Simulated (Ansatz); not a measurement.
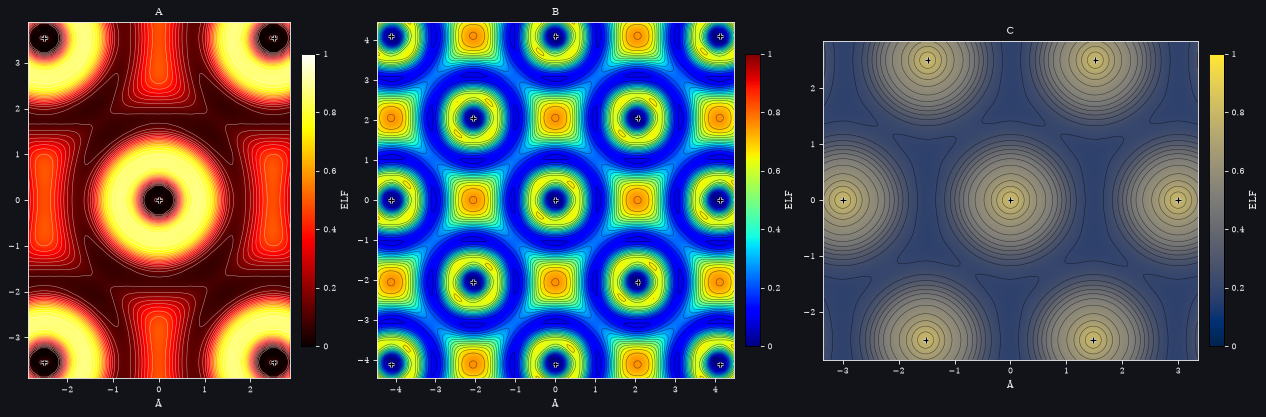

The ELF of 3 systems, each on a plane through atoms (crosses mark nuclei in the plane).

These are results of DFT PBE, scalar-relativistic, plane waves, PAW in Ansatz, not measurements.

System 1: Ba, the (110) plane of the conventional cell. Space group Im-3m.

```
CELL_PARAMETERS angstrom
5.01300 0.00000 0.00000
0.00000 5.01300 0.00000
0.00000 0.00000 5.01300
ATOMIC_POSITIONS crystal
Ba 0.00000 0.00000 0.00000
Ba 0.50000 0.50000 0.50000
```

System 2: Au, the (11̄0) plane of the conventional cell. Space group C2/m; computed without spin polarisation.

System 3: Ti, the (010) plane of the conventional cell. Space group Fm-3m; computed without spin polarisation.

Question: Which map belongs to which system?

Answer: Panel A is system 1, Ba: the plane holds Ba. Ba–Ba (4.34 Å): the ELF is about 0.10 at the midpoint: no localised pair shows between them. Panel B is system 3, Ti: the plane holds Ti. Ti–Ti (2.91 Å): the ELF is about 0.25 at the midpoint (no localised pair shows between them). Panel C is system 2, Au: the plane holds Au. Au–Au (2.91 Å): the ELF is about 0.20 at the midpoint: no shared electron pair shows on this line.
